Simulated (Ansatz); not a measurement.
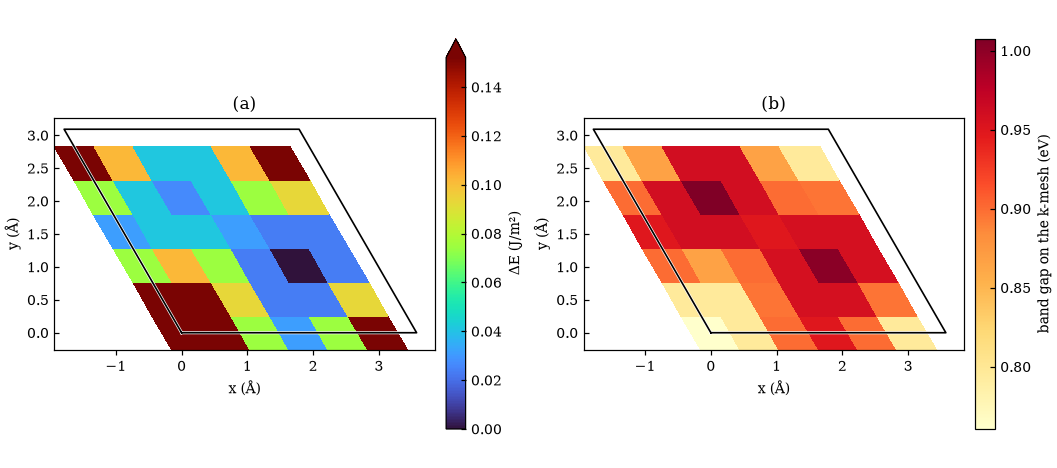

A bilayer of two As sheets (4 atoms in the cell). The upper layer of a bilayer is slid over the lower one; relaxed at each slide: nothing; the origin of the map has As3 above As2; the distance between the facing planes is held at 3.27 Å. Places are given modulo a cell vector. The map is drawn in real space over the plane of the slide. The scan uses a 6 × 6 grid; 10 points were computed and 26 follow by symmetry. Energies: J/m², counted from the lowest grid point. At a held distance the lowest stacking need not be the one that binds best once the distance relaxes. These are results of Ansatz, DFT PBE+D3(BJ), scalar-relativistic, plane waves, PAW, not measurements. Settings: cutoff 420 eV, k-mesh 9×9×1, gaussian smearing 0.05 eV, no spin polarisation.

Panel (a) is the energy and panel (b) the computed band gap on the k-mesh on the same grid.

The picture shows one coloured cell a grid point, the outline of one cell of the plane, one colour for all values above the top of the scale.

> How does the band gap on the k-mesh vary over the map, and what is it at the lowest grid point?

It runs from 0.76 eV at (0/6, 0/6) of the cell vectors to 1.01 eV at (2/6, 4/6) of the cell vectors. At the lowest grid point, (4/6, 2/6) of the cell vectors, it is 1.00 eV.

```
second ↓, first →   0/6   1/6   2/6   3/6   4/6   5/6
              5/6  0.80  0.87  0.96  0.96  0.87  0.80
              4/6  0.90  0.96  1.01  0.96  0.90  0.90
              3/6  0.95  0.96  0.96  0.95  0.96  0.96
              2/6  0.90  0.87  0.90  0.96  1.00  0.96
              1/6  0.80  0.80  0.90  0.96  0.96  0.90
              0/6  0.76  0.80  0.90  0.95  0.90  0.80
```
